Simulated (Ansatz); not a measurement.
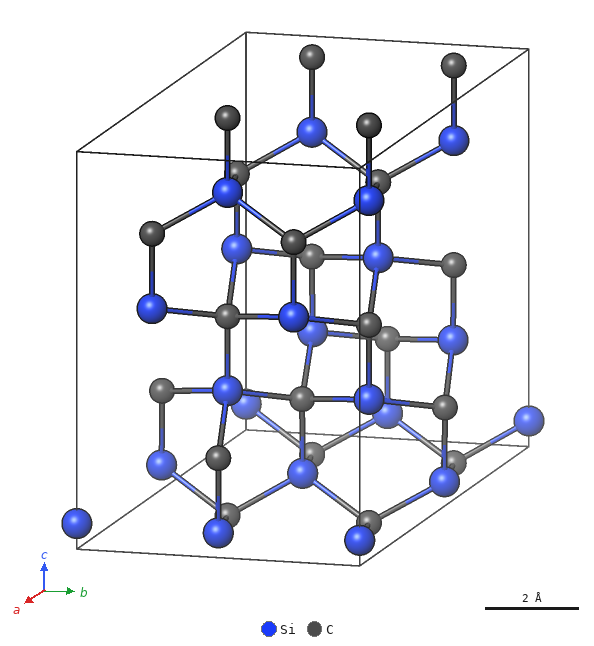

View from a general direction, drawn as a ball-and-stick model. Thin lines show the simulation cell, with boundary atoms drawn in all their periodic places.

Si16C15, a = 6.16 Å, b = 6.16 Å, c = 10.08 Å, α = 90.00°, β = 90.00°, γ = 120.00°.

Theory: DFT PBEsol, scalar-relativistic, plane waves, PAW (Ansatz). Numerical settings: plane-wave cutoff 420 eV, the zone sampled with 2×2×2 points, Gaussian smearing of 0.01 eV, no spin polarisation.

Question: Metal or not?

Answer: A semiconductor at this level, with a gap of 0.22 eV on the k-mesh (the true edges may lie between mesh points, so the gap can be somewhat smaller).

The model was built from a structure listed in the Materials Project, repeated into a supercell with a point defect put in. The atoms were relaxed in a fixed cell with Ansatz 0.2.0, DFT PBEsol, scalar-relativistic, plane waves, PAW.
